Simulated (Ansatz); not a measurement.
Co (Fm-3m, No. 225): a calculation's starting geometry; the starting structure was generated, so it need not be a known form of this composition.

```
CELL_PARAMETERS angstrom
3.54169 0.00000 0.00000
0.00000 3.54169 0.00000
0.00000 0.00000 3.54169
ATOMIC_POSITIONS crystal
Co 0.00000 0.00000 0.00000
Co 0.00000 0.50000 0.50000
Co 0.50000 0.00000 0.50000
Co 0.50000 0.50000 0.00000
```

> What will an integrated-DPC-like image along [211] show? Simulated as the projected potential of neutral atoms (B = 0.8 Å²) blurred by a 0.64 Å probe, the thin-sample limit of integrated differential phase contrast. The display is stretched by a gamma of 0.8; percentages refer to the linear signal.

The columns repeat on a rectangular net of 1.25 × 2.04 Å (plane group p2mm). All columns are alike (Co). The shortest distance between visible columns is 1.25 Å in projection. Along the beam the structure repeats every 4.34 Å.

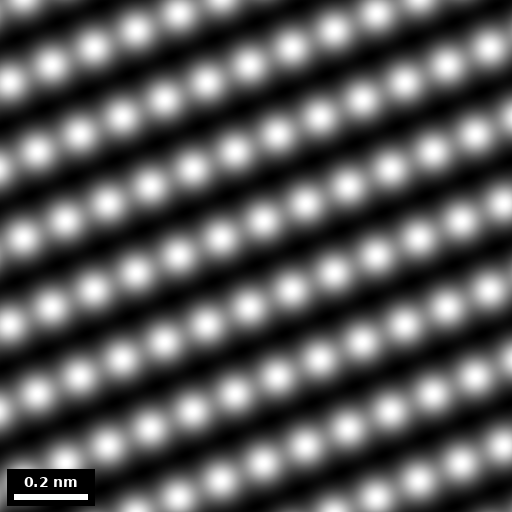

The simulated image.
